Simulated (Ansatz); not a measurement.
Ta

The calculation's input:

```
crystal:
  lattice:
    - [0.0, -2.1039285555, -2.1039285555]
    - [0.0, 2.1039285555, -2.1039285555]
    - [4.2078571111, 0.0, 0.0]
  atoms:
    - { symbol: Ta, position: [0.5113947153, 0.5135072525, 0.501308513] }
    - { symbol: Ta, position: [-0.0113947153, -0.0135072525, -0.001308513] }
basis:
  ecutwfc: 500
kpoints:
  mp_grid: { grid: [12, 12, 8] }
hamiltonian:
  xc: r2scan
scf:
  occupations: { method: gaussian, width: 0.15 }
output:
  forces: true
  stress: true
  eigenvalues: true
  write_density: true
  write_potential: true
  elf: true
  volumetric_format: npy
```

Command:

```sh
ansatz run input.yaml --threads 1 --pin off --max-ram 2560MiB --backend cpu --events-out ev --progress --plain --runs-dir out
```

Below, planes, directions and counts refer to the standardised cell (a = 4.21 Å, b = 4.21 Å, c = 4.21 Å, α = 90.00°, β = 90.00°, γ = 90.00°).

Space group P-1; not relaxed (largest force 0.5 eV/Å).

Level of theory: Ansatz, DFT r2SCAN, scalar-relativistic, plane waves, PAW.

Core electrons are frozen (PAW), and the valence fields are smoothed inside the atomic spheres.

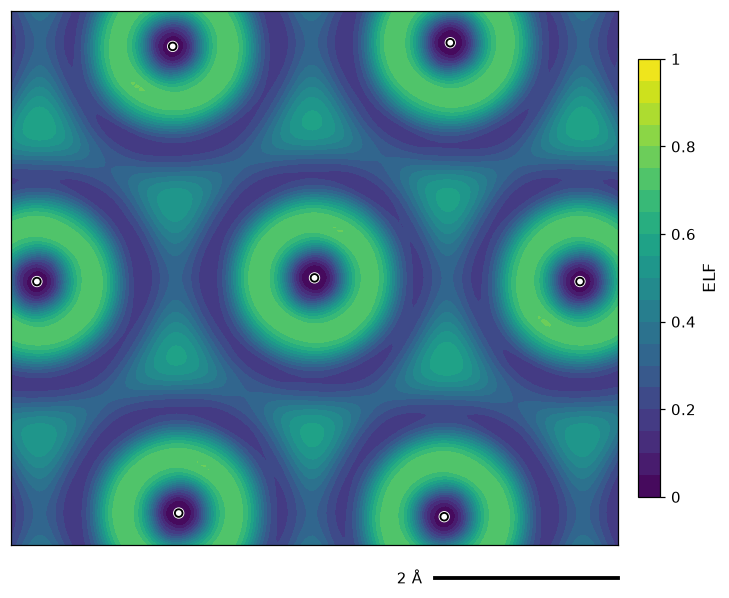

Figure 1. Electron localisation function on the (111) plane of the standardised cell. Circles mark the nuclei in the plane (Ta).

**What does the map show?**

The section cuts through Ta sites.
Ta–Ta (2.91 Å): the ELF is about 0.30 at the midpoint.
Ta–Ta (2.98 Å): the ELF is about 0.30 at the midpoint.
Ta–Ta (3.04 Å): the ELF is about 0.30 at the midpoint.
The features right at Ta lie inside the PAW spheres, where the map follows smoothed inner orbitals and isn't to be read closely.

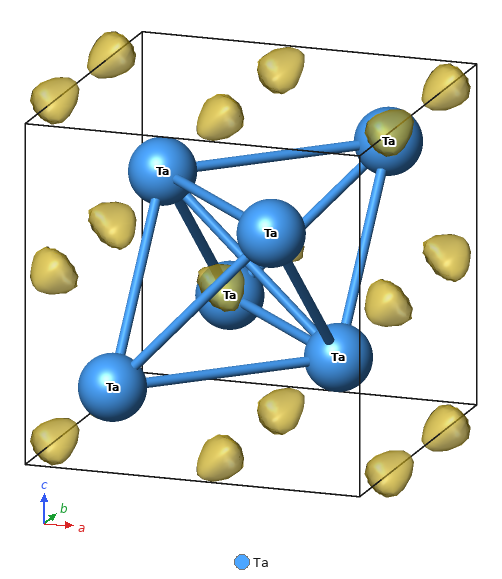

Figure 2. Isosurface of the ELF at 0.65 (yellow), seen slightly off an axis. Core shells and regions of very low density are left out. Sticks mark near contacts.

**Describe the localisation domains.**

The surface consists of eight pockets between the atoms, centred on no nucleus (multi-centre or interstitial), counted in one cell of 4 atoms. Regions shared between cells count once. There are no localised bonds or lone pairs at this value. Profiles from the grid: Ta–Ta (2.89 Å): the ELF is about 0.30 at the midpoint. Ta–Ta (2.96 Å): the ELF is about 0.30 at the midpoint.

**Metal or insulator at this level of theory?**

It is gapless in this calculation (a metal or semimetal).
